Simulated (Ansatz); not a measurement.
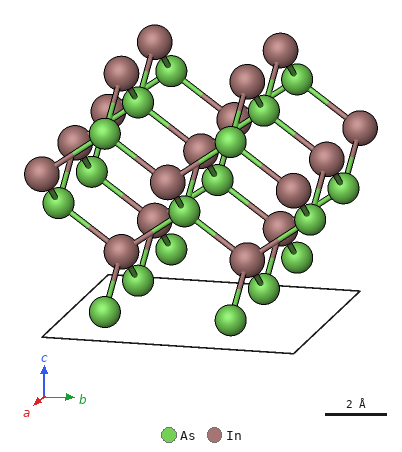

Starting structure of a slab of composition InAs (cut from the F-43m phase). Style: ball-and-stick. Shown: the 2 × 2 repeat of the cell, outlined in the plane, without the vacuum, slightly off an axis.

Case: clean slab, lower half held. The slab is the (1 0 0) face of InAs. 3 atoms are held fixed.

The calculation used Ansatz, DFT PBEsol, scalar-relativistic, plane waves, PAW.

The input:
```yaml
crystal:
  lattice:
    - [4.3044884341, 0.0, 0.0]
    - [0.0, 4.3044884341, 0.0]
    - [0.0, 0.0, 24.6093324032]
  atoms:
    - { symbol: As, position: [0.0, 0.5, 0.3453974233] }
    - { symbol: In, position: [0.5, 0.5, 0.407238454] }
    - { symbol: As, position: [0.5, 0.0, 0.4690794847] }
    - { symbol: In, position: [0.0, 0.0, 0.5309205153] }
    - { symbol: As, position: [0.0, 0.5, 0.592761546] }
    - { symbol: In, position: [0.5, 0.5, 0.6546025767] }
basis:
  ecutwfc: 420
kpoints:
  mp_grid: { grid: [7, 7, 1] }
hamiltonian:
  xc: pbesol
scf:
  occupations: { method: gaussian, width: 0.1 }
output:
  forces: true
  eigenvalues: true
  write_density: true
  write_potential: true
  elf: true
  volumetric_format: npy
relax:
  adjacent_minimum: "off"
  f_tol: 0.03
  max_steps: 70
  constraints: [{ sites: [0, 1, 2] }]
efield:
  axis: 3
  dipole_correction: true
  ramp_width: 0.04
```

Command:
```bash
ansatz run input.yaml --threads 2 --pin off --max-ram 5120MiB --backend cpu --events-out ev --progress --plain --runs-dir out
```

Question: What does the optimiser find from here?

Answer: The largest move is that of In6, 0.055 Å along the normal (+c). As stays in place. The lattice vectors keep their values. Among the contacts that change: As5–In6 2.636 → 2.668 Å, In4–As5 2.636 → 2.660 Å, As3–In4 2.636 → 2.612 Å. Over 2 accepted moves (3 points after the start) the energy falls by 15.8 meV per cell of the calculation. The largest force component goes from 0.41 to 0.0098 eV/Å. 1 step only repeated the SCF at the same geometry.

The end point in the same view:

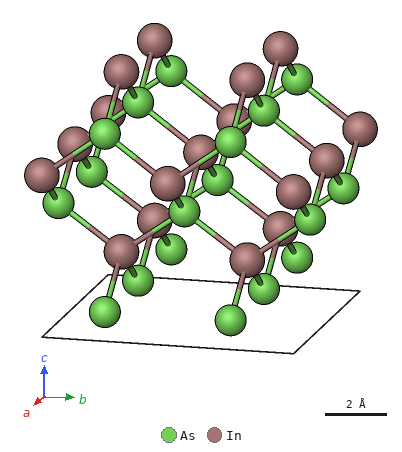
